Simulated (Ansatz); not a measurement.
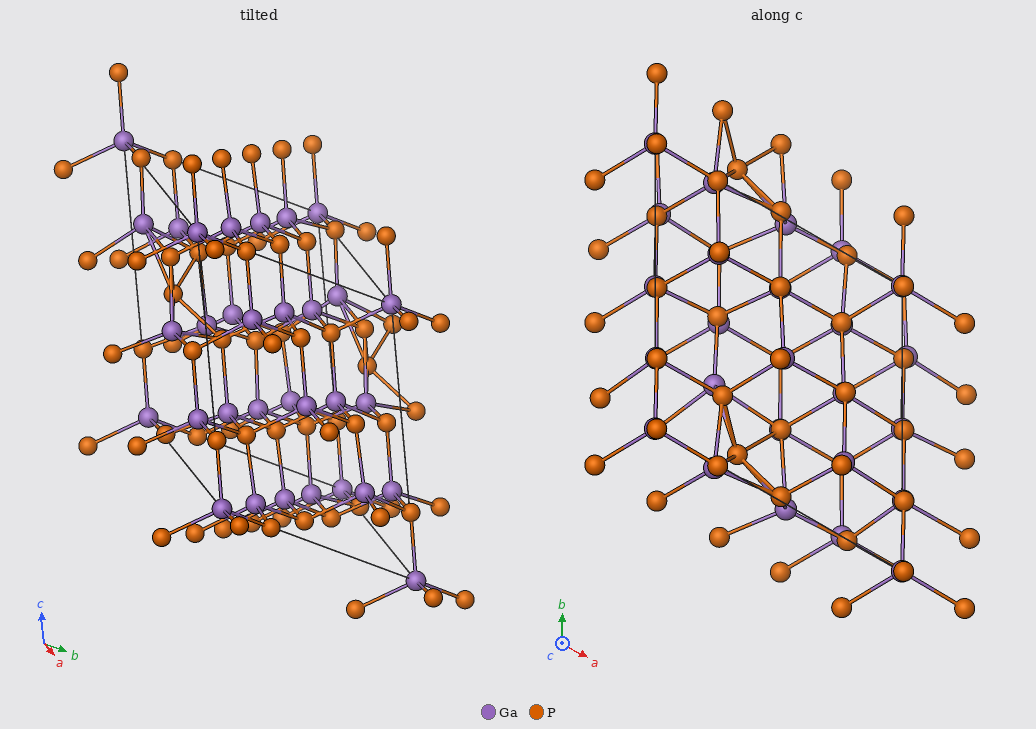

An orthographic ball-and-stick view of the structure, slightly off an axis and along the c axis. The simulation cell is drawn as a box. A few atoms beyond the faces are included. Cell: a = 9.535 Å, b = 9.535 Å, c = 9.535 Å, α = 109.47°, β = 109.47°, γ = 109.47°.

- Chemical formula Ga16P17.
- One cell contains 16 Ga, 17 P, 33 atoms in all.

Origin of the cell: a structure listed in the Materials Project, repeated into a supercell with a point defect put in. The atoms were relaxed in a fixed cell with Ansatz, DFT PBE, scalar-relativistic, plane waves, PAW.
